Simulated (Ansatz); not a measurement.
Zn16HO16: geometry relaxation (part 1 of 4)

Zn16HO16 (slab, 33 atoms in the cell), computed with DFT PBE+D3(BJ), scalar-relativistic, plane waves, PAW, spin-polarised (Ansatz 0.2.0).

The structure derives from an entry of the Crystallography Open Database. The input holds or restrains some coordinates. Forces given for the steps count only the free coordinates.

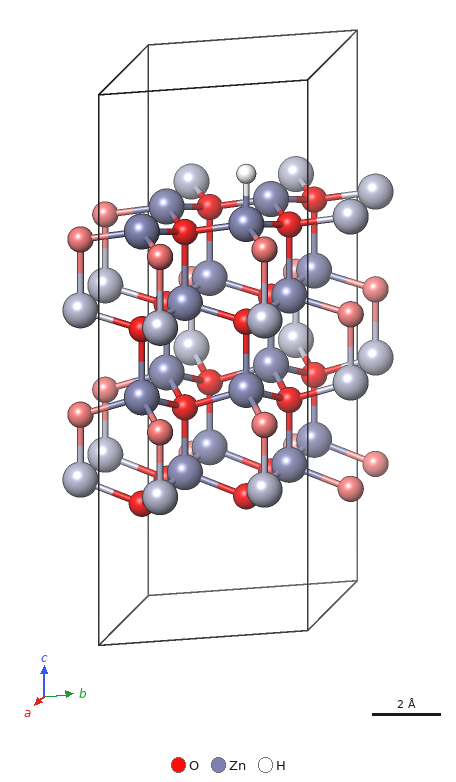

**Figure 1.** The input geometry (ball-and-stick view of the cell of the calculation, with the vacuum cut short, seen slightly off an axis; neighbours outside the cell are drawn fainter). An atom can appear more than once, as a periodic image.

The input
```yaml
crystal:
  lattice:
    - [6.5097053315, 0.0, 0.0]
    - [-3.2548526657, 5.6375701882, 0.0]
    - [0.0, 0.0, 27.5208324564]
  atoms:
    - { symbol: O, position: [0.3333333333, 0.1666666667, 0.3088569364] }
    - { symbol: O, position: [0.3333333333, 0.6666666667, 0.3088569364] }
    - { symbol: O, position: [0.8333333333, 0.1666666667, 0.3088569364] }
    - { symbol: O, position: [0.8333333333, 0.6666666667, 0.3088569364] }
    - { symbol: Zn, position: [0.1666666667, 0.3333333333, 0.3319900317] }
    - { symbol: Zn, position: [0.1666666667, 0.8333333333, 0.3319900317] }
    - { symbol: Zn, position: [0.6666666667, 0.3333333333, 0.3319900317] }
    - { symbol: Zn, position: [0.6666666667, 0.8333333333, 0.3319900317] }
    - { symbol: O, position: [0.1666666667, 0.3333333333, 0.4043505402] }
    - { symbol: O, position: [0.1666666667, 0.8333333333, 0.4043505402] }
    - { symbol: O, position: [0.6666666667, 0.3333333333, 0.4043505402] }
    - { symbol: O, position: [0.6666666667, 0.8333333333, 0.4043505402] }
    - { symbol: Zn, position: [0.3333333333, 0.1666666667, 0.4274836356] }
    - { symbol: Zn, position: [0.3333333333, 0.6666666667, 0.4274836356] }
    - { symbol: Zn, position: [0.8333333333, 0.1666666667, 0.4274836356] }
    - { symbol: Zn, position: [0.8333333333, 0.6666666667, 0.4274836356] }
    - { symbol: O, position: [0.3333333333, 0.1666666667, 0.5035485623] }
    - { symbol: O, position: [0.3333333333, 0.6666666667, 0.5035485623] }
    - { symbol: O, position: [0.8333333333, 0.1666666667, 0.5035485623] }
    - { symbol: O, position: [0.8333333333, 0.6666666667, 0.5035485623] }
    - { symbol: Zn, position: [0.1666666667, 0.3333333333, 0.5207667039] }
    - { symbol: Zn, position: [0.1666666667, 0.8333333333, 0.5207667039] }
    - { symbol: Zn, position: [0.6666666667, 0.3333333333, 0.5207667039] }
    - { symbol: Zn, position: [0.6666666667, 0.8333333333, 0.5207667039] }
    - { symbol: O, position: [0.1666666667, 0.3333333333, 0.5998190244] }
    - { symbol: O, position: [0.1666666667, 0.8333333333, 0.5998190244] }
    - { symbol: O, position: [0.6666666667, 0.3333333333, 0.5998190244] }
    - { symbol: O, position: [0.6666666667, 0.8333333333, 0.5998190244] }
    - { symbol: Zn, position: [0.3333333333, 0.1666666667, 0.6125017656] }
    - { symbol: Zn, position: [0.3333333333, 0.6666666667, 0.6125017656] }
    - { symbol: Zn, position: [0.8333333333, 0.1666666667, 0.6125017656] }
    - { symbol: Zn, position: [0.8333333333, 0.6666666667, 0.6125017656] }
    - { symbol: H, position: [0.8333333333, 0.6666666667, 0.6684593752], spin: 1.0 }
basis:
  ecutwfc: 420
kpoints:
  mp_grid: { grid: [6, 6, 1] }
hamiltonian:
  xc: pbe
  dispersion: d3bj
scf:
  occupations: { method: gaussian, width: 0.05 }
output:
  forces: true
  eigenvalues: true
  populations: true
  write_density: true
  write_potential: true
  elf: true
  volumetric_format: npy
magnetization:
  spin_polarized: true
relax:
  adjacent_minimum: "off"
  f_tol: 0.03
  max_steps: 70
  constraints: [{ sites: [0, 1, 2, 3, 4, 5, 6, 7, 8, 9, 10, 11, 12, 13, 14, 15] }]
efield:
  axis: 3
  dipole_correction: true
```

Hardware: 8 threads of Intel Xeon @ 2.50GHz (Skylake/Cascade Lake), 64 GiB of memory available, shared host.

Launch command:
```bash
ansatz run input.yaml --threads 8 --pin off --max-ram 22528MiB --backend cpu --events-out ev --progress --plain --runs-dir out
```

Output
```
Engine: ansatz 0.2.0, x86_64-unknown-linux-gnu
Pseudopotentials: kind: paw
Pseudopotential: O, paw, valence charge 6, recommended cutoff 420 eV (normal), O.paw.azcp
Pseudopotential: Zn, paw, valence charge 12, recommended cutoff 420 eV (normal), Zn.paw.azcp
Pseudopotential: H, paw, valence charge 1, recommended cutoff 420 eV (normal), H.paw.azcp
Functional definition: PBE
  parameter kappa = 0.804
  parameter beta = 0.06672455060314922
  exchange = pbe_x(kappa = kappa, mu = beta*pi^2/3)
  correlation = pbe_c(beta = beta)
Crystal: 33 atoms, lattice volume = 1009.985 Å³
Basis set: ecut = 420 eV, 19711 PW (Γ), exchange–correlation on 90×90×384 points (8 copies of the dense FFT grid, shifted against one another)
Bands: 178, of which v1, the nominal top of the filled ones, is band 145 counted from 1 (144 counted from 0)
Symmetry: 6 space group operations
k-points: 7 of 36 (time reversal used)
Non-local potential: O, projectors of the file, l = 0: 2, l = 1: 2, l = 2: 1
Non-local potential: Zn, projectors of the file, l = 0: 2, l = 1: 2, l = 2: 3, l = 3: 1
Non-local potential: H, projectors of the file, l = 0: 2, l = 1: 1
PAW form: soft (Blöchl's): semilocal exchange-correlation on the pseudo side does not see the compensation charge
PAW one-centre angular grid: O, 110 points (default); XC on 64 Gauss nodes
PAW one-centre angular grid: Zn, 590 points (default); XC on 64 Gauss nodes
PAW one-centre angular grid: H, 110 points (default); XC on 64 Gauss nodes
Initial density: superposition of atomic densities (neutral atoms: chi_scale 0, normalization atom)
Starting moments: Σ|m| = 1 μB on 1 of 33 sites
Initial wavefunctions: pseudopotential atomic-orbital guess
Functional: x = pbe(κ = 0.804, μ = 0.2195149727645171), c = pbe(β = 0.06672455060314922)
SCF iter   1: F=—  HF=-62232.824089 eV  |F-HF|=—  |Δ(HF+E_count)|=         —  Δρ=4.73e-2 (↑4.73e-2 ↓4.70e-2)  dr2=1.35e2  dr2_m=7.35e-2  M=1.000 μB ∫|m|=1.009 μB  β_m=0.30  ethr=3.10e-3  p=-0.000 e·Å  D=-3.15e-9 V/Å  ΔV_dip=0.00 eV  dr2_dipole=2.10e1  V_vac-E_F(+/−)=7.45/7.45 eV  ⟨swp⟩=6.7  Hψ=10800  notcnv=0  defer=146
efield: sawtooth ramp at fractional position 0.9387 (placed from the atoms, in the widest stretch of the axis that holds none; the zero of the levels goes with the place), width 0.1000; the density the first Hamiltonian is built on has a dipole p = -0.000 e·Å; the dipole correction subtracts the counter field D = -3.15e-9 V/Å, which shifts the + side's vacuum level by +0.00 eV against the − side's; the planar-averaged density in the ramp window peaks in size at 3.3e-6 e/Å³
preconditioner: auto → Resta (q_TF=auto, 2.215 Å⁻¹)  ε∞=3.7  [insulator: Δε(μ)=1.308 eV  Ē_g=12.068 eV  σ=0.050 eV  W_gap=1.00  n_scr=174 (ndim 8)  ℏωp=19.9 eV  f_vac=0.580  D(μ)=0.00/eV (n_scr^D=0)  ε∞_Penn≈3.7  vacuum switching on, ρ_ref=1.1e-2 e/Å³]
spin=Collinear: Resta preconditioning applied to the charge; magnetization (m = ρ↑ − ρ↓) channel mixes plain (no charge-response kernel on spin).
SCF iter   2: F=—  HF=-62209.410825 eV  |F-HF|=—  |Δ(HF+E_count)|=    2.34e1  Δρ=2.57e-2 (↑2.30e-2 ↓2.57e-2)  dr2=1.38e2  dr2_m=2.41e-1  M=0.060 μB ∫|m|=0.268 μB  β_m=0.30  ethr=3.10e-3  p=1.333 e·Å  D=2.39e-1 V/Å  ΔV_dip=-6.58 eV  dr2_dipole=6.27e1  V_vac-E_F(+/−)=1.87/8.44 eV  ⟨swp⟩=4.0  Hψ=5179  notcnv=0  defer=386  κ⁻¹=1.0e0(r=1)
preconditioner: auto → LDOS  [metal: Δε(μ)=0.024 eV  Ē_g=11.219 eV  σ=0.050 eV  W_gap=0.26  n_scr=174 (ndim 8)  ℏωp=19.9 eV  f_vac=0.582  D(μ)=12.90/eV (n_scr^D=66)]
spin=Collinear: LDOS preconditioning applied to the charge; magnetization (m = ρ↑ − ρ↓) channel mixes plain (no charge-response kernel on spin).
SCF iter   3: F=—  HF=-62206.953361 eV  |F-HF|=—  |Δ(HF+E_count)|=    2.46e0  Δρ=1.90e-2 (↑1.71e-2 ↓1.90e-2)  dr2=1.80e1  dr2_m=1.15e-1  M=0.002 μB ∫|m|=0.222 μB  β_m=0.30  ethr=3.10e-3  p=0.545 e·Å  D=9.77e-2 V/Å  ΔV_dip=-2.69 eV  dr2_dipole=1.26e0  V_vac-E_F(+/−)=5.46/8.15 eV  ⟨swp⟩=2.9  Hψ=4414  notcnv=2  defer=350  κ⁻¹=2.4e-2(r=2)
SCF iter   4: F=—  HF=-62204.110368 eV  |F-HF|=—  |Δ(HF+E_count)|=    2.84e0  Δρ=1.17e-2 (↑1.15e-2 ↓1.17e-2)  dr2=1.18e1  dr2_m=1.74e-2  M=0.367 μB ∫|m|=0.495 μB  β_m=0.30  ethr=3.10e-3  p=0.558 e·Å  D=1.00e-1 V/Å  ΔV_dip=-2.75 eV  dr2_dipole=4.00e0  V_vac-E_F(+/−)=5.18/7.93 eV  ⟨swp⟩=2.0  Hψ=4003  notcnv=0  defer=360  κ⁻¹=7.4e-3(r=3)
SCF iter   5: F=—  HF=-62203.216737 eV  |F-HF|=—  |Δ(HF+E_count)|=   8.94e-1  Δρ=8.20e-3 (↑7.47e-3 ↓8.20e-3)  dr2=2.47e0  dr2_m=5.32e-2  M=0.058 μB ∫|m|=0.191 μB  β_m=0.30  ethr=3.10e-3  p=0.743 e·Å  D=1.33e-1 V/Å  ΔV_dip=-3.67 eV  dr2_dipole=2.63e-1  V_vac-E_F(+/−)=4.22/7.89 eV  ⟨swp⟩=2.4  Hψ=2864  notcnv=0  defer=348  κ⁻¹=7.1e-4(r=4)
SCF iter   6: F=—  HF=-62202.818877 eV  |F-HF|=—  |Δ(HF+E_count)|=   3.98e-1  Δρ=3.74e-3 (↑3.74e-3 ↓3.53e-3)  dr2=4.64e-1  dr2_m=3.19e-2  M=0.053 μB ∫|m|=0.165 μB  β_m=0.30  ethr=8.54e-4  p=0.853 e·Å  D=1.53e-1 V/Å  ΔV_dip=-4.21 eV  dr2_dipole=7.17e-2  V_vac-E_F(+/−)=3.64/7.84 eV  ⟨swp⟩=2.9  Hψ=3246  notcnv=0  defer=353  κ⁻¹=2.6e-4(r=5)
SCF iter   7: F=—  HF=-62202.835268 eV  |F-HF|=—  |Δ(HF+E_count)|=   1.64e-2  Δρ=3.09e-3 (↑3.09e-3 ↓2.39e-3)  dr2=2.58e-1  dr2_m=1.78e-2  M=0.071 μB ∫|m|=0.161 μB  β_m=0.30  ethr=1.61e-4  p=0.864 e·Å  D=1.55e-1 V/Å  ΔV_dip=-4.26 eV  dr2_dipole=3.73e-2  V_vac-E_F(+/−)=3.62/7.88 eV  ⟨swp⟩=2.3  Hψ=3211  notcnv=0  defer=378  κ⁻¹=3.3e-5(r=6)
SCF iter   8: F=—  HF=-62202.844531 eV  |F-HF|=—  |Δ(HF+E_count)|=   9.26e-3  Δρ=2.52e-3 (↑2.52e-3 ↓1.97e-3)  dr2=1.43e-1  dr2_m=1.11e-2  M=0.072 μB ∫|m|=0.156 μB  β_m=0.30  ethr=8.93e-5  p=0.862 e·Å  D=1.54e-1 V/Å  ΔV_dip=-4.25 eV  dr2_dipole=1.36e-2  V_vac-E_F(+/−)=3.68/7.93 eV  ⟨swp⟩=1.6  Hψ=2618  notcnv=0  defer=378  κ⁻¹=4.1e-6(r=7)
SCF iter   9: F=—  HF=-62202.851819 eV  |F-HF|=—  |Δ(HF+E_count)|=   7.29e-3  Δρ=1.38e-3 (↑1.38e-3 ↓1.26e-3)  dr2=2.06e-2  dr2_m=7.65e-3  M=0.056 μB ∫|m|=0.138 μB  β_m=0.48  ethr=4.96e-5  p=0.857 e·Å  D=1.54e-1 V/Å  ΔV_dip=-4.23 eV  dr2_dipole=2.74e-4  V_vac-E_F(+/−)=3.80/8.02 eV  ⟨swp⟩=2.3  Hψ=3639  notcnv=0  defer=374
Mixer restart at iter 9: flushing history
spin-set hold released at iteration 9 (site moments contracting): the magnetisation degrees of freedom join the quasi-Newton model from the next iteration; the mixer history was flushed
SCF iter  10: F=—  HF=-62202.858669 eV  |F-HF|=—  |Δ(HF+E_count)|=   6.85e-3  Δρ=9.65e-4 (↑9.65e-4 ↓9.26e-4)  dr2=1.14e-2  dr2_m=3.70e-3  M=0.036 μB ∫|m|=0.113 μB  β_m=0.65  ethr=7.13e-6  p=0.855 e·Å  D=1.53e-1 V/Å  ΔV_dip=-4.22 eV  dr2_dipole=1.86e-5  V_vac-E_F(+/−)=3.81/8.02 eV  ⟨swp⟩=2.0  Hψ=4019  notcnv=0  defer=364
density mixer auto → msr1: a metal under ldos (density of states about μ 0.58 of a free-electron gas's, 174 screened modes)
SCF iter  11: F=—  HF=-62202.865877 eV  |F-HF|=—  |Δ(HF+E_count)|=   7.21e-3  Δρ=3.05e-4 (↑2.88e-4 ↓3.05e-4)  dr2=2.98e-3  dr2_m=8.30e-5  M=-0.012 μB ∫|m|=0.052 μB  β_m=0.77  ethr=3.96e-6  p=0.850 e·Å  D=1.52e-1 V/Å  ΔV_dip=-4.19 eV  dr2_dipole=2.38e-4  V_vac-E_F(+/−)=3.83/8.02 eV  ⟨swp⟩=2.9  Hψ=3934  notcnv=0  defer=364
SCF iter  12: F=—  HF=-62202.866202 eV  |F-HF|=—  |Δ(HF+E_count)|=   3.25e-4  Δρ=2.08e-4 (↑2.08e-4 ↓2.06e-4)  dr2=1.58e-3  dr2_m=6.60e-6  M=-0.023 μB ∫|m|=0.037 μB  β_m=0.65  ethr=1.03e-6  p=0.848 e·Å  D=1.52e-1 V/Å  ΔV_dip=-4.18 eV  dr2_dipole=2.23e-7  V_vac-E_F(+/−)=3.85/8.03 eV  ⟨swp⟩=2.1  Hψ=4052  notcnv=0  defer=363
SCF iter  13: F=—  HF=-62202.866106 eV  |F-HF|=—  |Δ(HF+E_count)|=   9.62e-5  Δρ=1.21e-4 (↑1.21e-4 ↓1.21e-4)  dr2=5.64e-4  dr2_m=5.00e-6  M=-0.026 μB ∫|m|=0.033 μB  β_m=0.67  ethr=5.47e-7  p=0.848 e·Å  D=1.52e-1 V/Å  ΔV_dip=-4.18 eV  dr2_dipole=3.85e-5  V_vac-E_F(+/−)=3.85/8.03 eV  ⟨swp⟩=2.0  Hψ=4035  notcnv=0  defer=363
SCF iter  14: F=—  HF=-62202.866171 eV  |F-HF|=—  |Δ(HF+E_count)|=   6.53e-5  Δρ=8.52e-5 (↑8.41e-5 ↓8.52e-5)  dr2=1.98e-4  dr2_m=5.17e-6  M=-0.027 μB ∫|m|=0.032 μB  β_m=0.60  ethr=1.95e-7  p=0.849 e·Å  D=1.52e-1 V/Å  ΔV_dip=-4.18 eV  dr2_dipole=1.95e-7  V_vac-E_F(+/−)=3.84/8.03 eV  ⟨swp⟩=2.0  Hψ=3891  notcnv=0  defer=363
SCF iter  15: F=—  HF=-62202.866202 eV  |F-HF|=—  |Δ(HF+E_count)|=   3.05e-5  Δρ=3.29e-5 (↑2.98e-5 ↓3.29e-5)  dr2=2.08e-5  dr2_m=3.83e-6  M=-0.027 μB ∫|m|=0.032 μB  β_m=0.56  ethr=7.79e-9  p=0.849 e·Å  D=1.52e-1 V/Å  ΔV_dip=-4.19 eV  dr2_dipole=4.51e-7  V_vac-E_F(+/−)=3.84/8.03 eV  ⟨swp⟩=27.8  Hψ=33318  notcnv=0
SCF iter  16: F=—  HF=-62202.866214 eV  |F-HF|=—  |Δ(HF+E_count)|=   1.22e-5  Δρ=1.54e-5 (↑1.54e-5 ↓1.40e-5)  dr2=1.49e-6  dr2_m=1.42e-6  M=-0.026 μB ∫|m|=0.031 μB  β_m=0.72  ethr=7.20e-9  p=0.849 e·Å  D=1.52e-1 V/Å  ΔV_dip=-4.19 eV  dr2_dipole=9.67e-9  V_vac-E_F(+/−)=3.84/8.03 eV  ⟨swp⟩=16.1  Hψ=27249  notcnv=0
SCF iter  17: F=—  HF=-62202.866221 eV  |F-HF|=—  |Δ(HF+E_count)|=   6.61e-6  Δρ=8.23e-6 (↑6.33e-6 ↓8.23e-6)  dr2=1.37e-6  dr2_m=2.17e-7  M=-0.024 μB ∫|m|=0.030 μB  β_m=0.68  ethr=5.14e-10  p=0.849 e·Å  D=1.52e-1 V/Å  ΔV_dip=-4.19 eV  dr2_dipole=2.37e-7  V_vac-E_F(+/−)=3.84/8.03 eV  ⟨swp⟩=16.0  Hψ=23127  notcnv=0
SCF iter  18: F=—  HF=-62202.866221 eV  |F-HF|=—  |Δ(HF+E_count)|=   4.95e-7  Δρ=4.80e-6 (↑4.80e-6 ↓3.13e-6)  dr2=2.23e-7  dr2_m=9.46e-8  M=-0.024 μB ∫|m|=0.030 μB  β_m=0.65  ethr=4.73e-10  p=0.849 e·Å  D=1.52e-1 V/Å  ΔV_dip=-4.19 eV  dr2_dipole=1.75e-8  V_vac-E_F(+/−)=3.84/8.03 eV  ⟨swp⟩=13.7  Hψ=22077  notcnv=0
SCF iter  19: F=-62202.866221 eV  HF=-62202.866221 eV  |F-HF|=6.74e-8  |Δ(HF+E_count)|=   1.25e-7  Δρ=2.08e-6 (↑2.08e-6 ↓1.75e-6)  dr2=1.43e-8  dr2_m=2.95e-8  M=-0.023 μB ∫|m|=0.030 μB  ethr=7.73e-11  p=0.849 e·Å  D=1.52e-1 V/Å  ΔV_dip=-4.19 eV  dr2_dipole=1.72e-12  V_vac-E_F(+/−)=3.84/8.03 eV  ⟨swp⟩=12.1  Hψ=20102  notcnv=0
SCF 1 converged in 19 iterations: F = -62202.866221 eV  dr2 = 1.43e-8
  greatest PAW one-centre occupation: 0.988 electrons in one spin orbital (limit 2), on the Zn atom at site 28 (counted from 0), in its partial waves of l = 2
relax step   1: F+E_penalty+E_count = -62202.86622122 eV  Δ(F+E_penalty+E_count) = +0.000e0 eV  max|allowed force component| = 1.362e0 eV/Å  Δτ_max = 0.0000 Å  (19 SCF iters, dr2 threshold 2.25e-5 eV, accepted)
Initial density: handed on by an earlier stage of this run
Starting moments: Σ|m| = 1 μB on 1 of 33 sites; this step starts from the density that it was given
Initial wavefunctions: those handed on with the density
iter 1 solved again at ethr=4.88e-5 eV; its pass at ethr=3.10e-3 eV (dr2=1.41e-1 eV) is discarded
```
